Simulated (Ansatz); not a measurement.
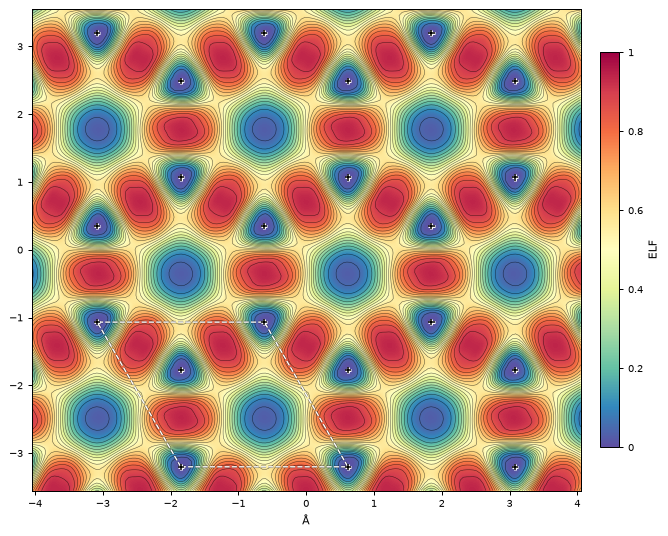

The electron localisation function on a plane through atoms (crosses mark nuclei in the plane).

Level of theory: DFT PBE+D3(BJ), scalar-relativistic, plane waves, PAW (Ansatz).

Candidates:
A. Si, a = 5.42 Å, b = 5.42 Å, c = 5.42 Å, α = 90.00°, β = 90.00°, γ = 90.00°. Space group Fd-3m.
B. C, a = 2.46 Å, b = 2.46 Å, c = 6.74 Å, α = 90.00°, β = 90.00°, γ = 120.00°. Space group P6₃/mmc.

Which system is this?

Answer. Candidate B: C on the (001) plane of the conventional cell, which holds C. C–C (1.42 Å): the ELF peaks at about 0.95 between the atoms.
